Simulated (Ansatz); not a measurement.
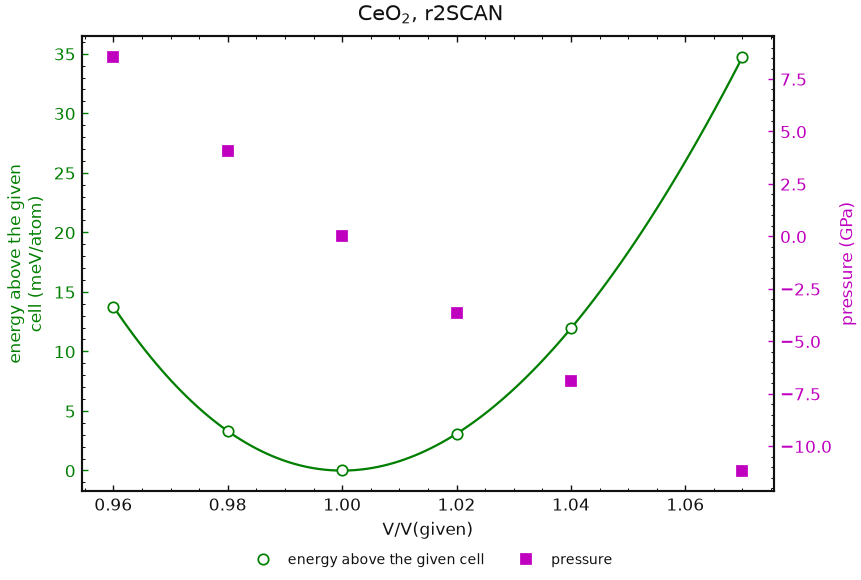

The plot gives the computed energy above the given cell and pressure against V/V(given) for CeO₂, space group Fm-3m (No. 225) (cell built by us, not taken from a database).

The given structure:
```
Ce O
1.0
     0.00000    2.71868    2.71868
     2.71868    0.00000    2.71868
     2.71868    2.71868    0.00000
Ce O
1 2
Direct
  0.00000 0.00000 0.00000
  0.25000 0.25000 0.25000
  0.75000 0.75000 0.75000
```

Calculation (Ansatz 0.2.0): plane-wave density functional theory, PAW datasets, Gaussian smearing 0.05 eV: equation of state, the given cell scaled in volume with shape and atoms relaxed at each volume; third-order Birch-Murnaghan fit. Level: r2SCAN, no spin polarisation.

```tsv
setting	value
PAW set	soft_2
wave cutoff	500 eV
k mesh	8×8×8
```

V(given) is 13.40 Å³/atom.

What equilibrium volume and bulk modulus follow from the curve?

A third-order Birch–Murnaghan fit gives V0 = 13.40 Å³/atom, B0 = 191 GPa and B′ = 4.4.

How does the pressure vary with V/V(given)?

It falls from 8.6 GPa at V/V(given) 0.96 to −11.2 GPa at 1.07, and changes sign near 1.00.
